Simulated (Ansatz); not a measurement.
# Geometry relaxation, with input and output: AlAs3 (part 2 of 2)

AlAs3 (Pm-3m, 4 atoms in the cell); DFT r2SCAN, scalar-relativistic, plane waves, PAW, no spin polarisation (Ansatz 0.2.0); cutoff 500 eV, 4×4×4 k-mesh, Gaussian smearing of 0.1 eV. The structure was made by swapping elements on the sites of another compound; it need not be a known phase. It belongs to a series of runs on one base structure; here: ReO3 type (Pm-3m, No. 221).

Geometry of the input (Å; fractional positions):
```
4.6075  0.0000  0.0000
0.0000  4.6075  0.0000
0.0000  0.0000  4.6075
Al 0.0000  0.0000  0.0000
As 0.5000  0.0000  0.0000
As 0.0000  0.5000  0.0000
As 0.0000  0.0000  0.5000
```

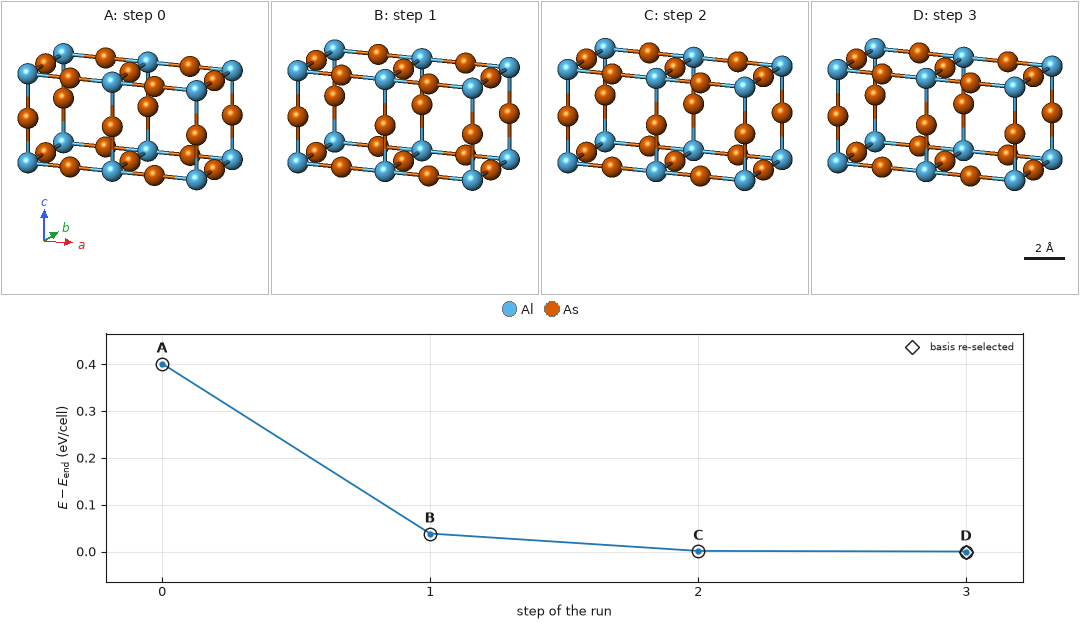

Frames of the relaxation (ball-and-stick view of the cell of the calculation, repeated 2 × 1 × 1, seen slightly off an axis) above the curves, on which the letters mark them (the first geometry is step 0 here and step 1 in the log).

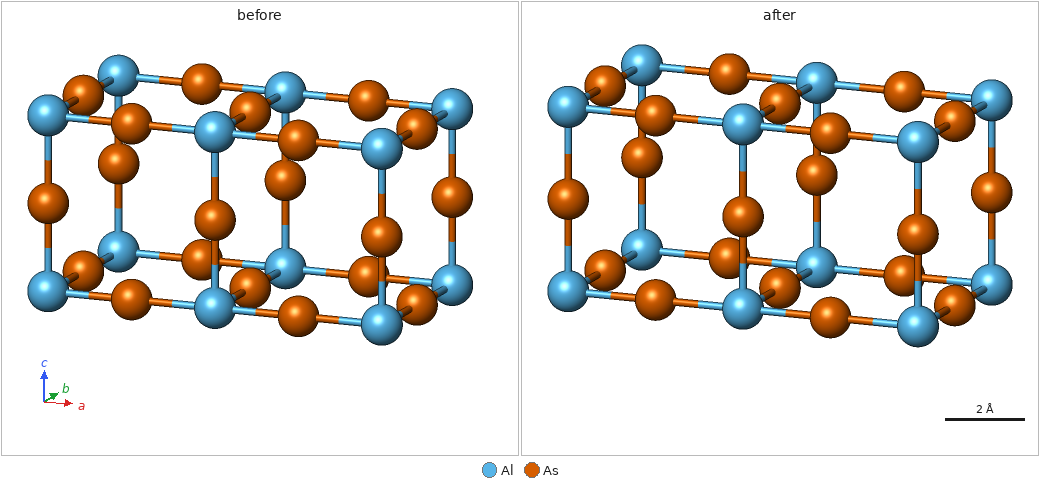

Before (left) and after (right) the relaxation, at one scale (ball-and-stick view of the cell of the calculation, repeated 2 × 1 × 1, seen slightly off an axis). The energy falls by 0.400 eV per cell of the calculation in 2 geometry steps. All forces vanish by symmetry, so only the cell relaxes. Pressure: 9.15 GPa at the start and 0.33 GPa at the end. No atom moves by more than 0.005 Å relative to the cell. Cell: a = b = c 4.608 → 4.830 Å (+4.8 %). Volume +15.2 %. Among the contacts that change: Al1–As2 2.304 → 2.415 Å. The space group stays Pm-3m (No. 221). A last SCF at the same geometry on a re-selected plane-wave basis shifts the energy by −1.2 meV per cell of the calculation. (Atoms are counted from 1 in the order of the input.)

```
basis re-selected at this cell: Δ(F+E_penalty+E_count) = -1.237e-3 eV, ΔP = +0.004 GPa vs the last step (what re-selecting the basis moved, of the pressure what is left beyond the Pulay correction that the steps carried, after the strain that the cell walked since its last selection, with what the two solves' SCF thresholds leave and, on support functions, any second-order correction that the steps lacked; it is no measure of the basis error at this ecutwfc). This SCF's stress stands 3.35e-1 GPa from its target on what of the cell is left free (relax.cell.stress_tol is 4.00e-1 GPa) and its largest allowed force component is 7.36e-30 eV/Å (relax.f_tol is 4.00e-2 eV/Å): within both
SCF converged after 5 iterations
Free energy (F): -15130.904842 eV
Harris-Foulkes:  -15130.904842 eV  (|F-HF|=1.46e-11)
Internal energy: -15130.887147 eV  (E = F + TS)
E sigma→0 (E₀):  -15130.895995 eV
Entropy (-TS):   -0.017695 eV (-4.424 meV/atom)
Fermi energy:    5.175017 eV
--- Per-component energies (eV) ---
  E_band       = -940.806139
  E_kinetic    = 328.972990
  E_local      = -6496.047334  (includes V_loc(G=0)·N_el)
  E_nonlocal   = -2002.565331
  E_hartree    = 3416.419035
  E_xc         = -256.354315
  E_vxc        = -281.371788  (∫ρ·V_xc dr)
  E_paw        = -6013.108287  (= ΣΔE_a)
  E_vpaw       = 662.028820  (= ΣTr[D̂ρ^β])
  E_aug_tail   = -0.000019  (compensation charges beyond the density's cutoff)
  E_vtau       = 15.337289  (kinetic-family band-sum trace: ∫τ·v_τ [+ j·A + Jᵃ·Aᵃ] dr)
  E_ewald      = -4103.771556
  E_core_change = -4.432331  (= ΣΔE_core)
  E_smearing   = -0.017695  (= −TS)
  E_closure    = 0.000000  (closes the sum)
  Σ components = -15130.904842   (vs F -15130.904842, Δ=0.00e0)
--- Forces (eV/Å), atoms counted from 1 ---
  atom   1  Al     0.00000000    -0.00000000     0.00000000
  atom   2  As    -0.00000000     0.00000000     0.00000000
  atom   3  As    -0.00000000     0.00000000     0.00000000
  atom   4  As    -0.00000000     0.00000000    -0.00000000
  max |Σ_I F_I| component: 1.48e-29 eV/Å
--- Stress (GPa, compression-positive) ---
        0.334676      -0.000000       0.000000
       -0.000000       0.334676      -0.000000
        0.000000      -0.000000       0.334676
  P = ⅓ Tr σ = 0.3347 GPa (3.347 kbar)
--- Band table (eV; the first three rows and the last of 10) ---
  k-point 0: bands = ["-31.2025", "-31.2025", "-31.2006", "-31.2006", "-31.2006", "-31.1954", "-31.1894", "-31.1791", "-31.1791", "-31.1747", "-31.1747", "-31.1747", "-31.1596", "-31.1596", "-31.1596", "-8.1177", "-4.5106", "-4.5106", "0.3291", "0.3291", "0.3291", "5.4746", "5.7342", "5.7342", "5.7342", "6.4207", "6.4207", "6.4207", "10.7769"]
  k-point 1: bands = ["-31.2024", "-31.2016", "-31.2006", "-31.2006", "-31.2005", "-31.1963", "-31.1880", "-31.1802", "-31.1791", "-31.1747", "-31.1725", "-31.1725", "-31.1618", "-31.1618", "-31.1596", "-7.8410", "-5.2000", "-4.4818", "0.5332", "0.5332", "0.9215", "4.9666", "4.9865", "4.9865", "5.2996", "6.1940", "6.1940", "7.0073", "10.9417"]
  k-point 2: bands = ["-31.2024", "-31.2006", "-31.2006", "-31.2005", "-31.2001", "-31.1977", "-31.1860", "-31.1818", "-31.1791", "-31.1748", "-31.1672", "-31.1672", "-31.1672", "-31.1672", "-31.1596", "-7.3957", "-5.9828", "-4.4525", "0.7888", "0.7888", "1.5934", "4.0317", "4.2169", "4.2169", "4.9356", "6.1968", "6.1968", "9.5061", "10.3156"]
  k-point 9: bands = ["-31.2030", "-31.2007", "-31.2007", "-31.2007", "-31.1993", "-31.1993", "-31.1829", "-31.1829", "-31.1829", "-31.1676", "-31.1676", "-31.1676", "-31.1650", "-31.1650", "-31.1650", "-5.7455", "-5.7455", "-5.7455", "-3.2226", "1.9839", "1.9839", "1.9839", "5.4320", "5.4320", "7.9265", "7.9265", "7.9265", "9.2067", "10.3536"]
--- Relaxed structure (3 steps of the walk, 3 accepted, 1 SCFs on fresh bases) ---
  F+E_penalty+E_count = -15130.90484228 eV   max|allowed force component| = 7.363e-30 eV/Å   (the final SCF, on the basis selected at the relaxed cell)
  cell:  # Å, volume = 112.6789 Å³
    - [4.830004800144301, -5.456801509097168e-34, 2.5679065925163143e-34]
    - [-8.024708101613483e-34, 4.830004800144301, 6.419766481290786e-35]
    - [1.0271626370065257e-33, 6.419766481290786e-35, 4.830004800144301]
  atoms:
    - { symbol: Al, position: [-2.7213305541131646e-38, -8.504157973408795e-38, 3.401663187122128e-39] }
    - { symbol: As, position: [0.5, -1.8028814903211703e-37, -3.741829507735123e-38] }
    - { symbol: As, position: [-2.7213305505496186e-38, 0.5, -3.7418295083688355e-38] }
    - { symbol: As, position: [-2.7213305530833995e-38, -1.2586153800410583e-37, 0.5] }
```

**Trajectory as extended XYZ (Å, eV, eV/Å), 4 frames, from step=1 to step=4**
```
4
Lattice="4.6075 0.0000 0.0000 0.0000 4.6075 0.0000 0.0000 0.0000 4.6075" Properties=species:S:1:pos:R:3:forces:R:3 step=1 energy=-15130.50358 pressure_GPa=9.15
Al    0.0000    0.0000    0.0000    0.0000   0.0000   0.0000
As    2.3038    0.0000    0.0000    0.0000   0.0000   0.0000
As    0.0000    2.3038    0.0000    0.0000   0.0000   0.0000
As    0.0000    0.0000    2.3038    0.0000   0.0000   0.0000
4
Lattice="4.7662 0.0000 0.0000 0.0000 4.7662 0.0000 0.0000 0.0000 4.7662" Properties=species:S:1:pos:R:3:forces:R:3 step=2 energy=-15130.86649 pressure_GPa=2.45
Al    0.0000    0.0000    0.0000    0.0000   0.0000   0.0000
As    2.3831    0.0000    0.0000    0.0000   0.0000   0.0000
As    0.0000    2.3831    0.0000    0.0000   0.0000   0.0000
As    0.0000    0.0000    2.3831    0.0000   0.0000   0.0000
4
Lattice="4.8300 0.0000 0.0000 0.0000 4.8300 0.0000 0.0000 0.0000 4.8300" Properties=species:S:1:pos:R:3:forces:R:3 step=3 energy=-15130.90360 pressure_GPa=0.33
Al    0.0000    0.0000    0.0000    0.0000   0.0000   0.0000
As    2.4150    0.0000    0.0000    0.0000   0.0000   0.0000
As    0.0000    2.4150    0.0000    0.0000   0.0000   0.0000
As    0.0000    0.0000    2.4150    0.0000   0.0000   0.0000
4
Lattice="4.8300 0.0000 0.0000 0.0000 4.8300 0.0000 0.0000 0.0000 4.8300" Properties=species:S:1:pos:R:3:forces:R:3 step=4 energy=-15130.90484 pressure_GPa=0.33
Al    0.0000    0.0000    0.0000    0.0000   0.0000   0.0000
As    2.4150    0.0000    0.0000    0.0000   0.0000   0.0000
As    0.0000    2.4150    0.0000    0.0000   0.0000   0.0000
As    0.0000    0.0000    2.4150    0.0000   0.0000   0.0000
```

**Key numbers**

```json
{"quantity": "outcome", "value": "converged"}
{"quantity": "space group (tolerance 0.01 Å)", "value": "Pm-3m (221)"}
{"quantity": "electrons treated", "value": "48"}
{"quantity": "free energy", "value": "−15130.9048 eV"}
{"quantity": "Fermi energy", "value": "5.175 eV"}
{"quantity": "gap on the k-point mesh", "value": "none (metallic)"}
{"quantity": "pressure", "value": "0.33 GPa"}
{"quantity": "final volume", "value": "112.68 Å³"}
{"quantity": "largest force (length of the vector) at the end", "value": "under 0.001 eV/Å"}
{"quantity": "final cell", "value": "a = 4.830 Å, b = 4.830 Å, c = 4.830 Å, α = 90.00°, β = 90.00°, γ = 90.00°"}
{"quantity": "wall time", "value": "35 s"}
{"quantity": "peak memory", "value": "0.63 GiB"}
```
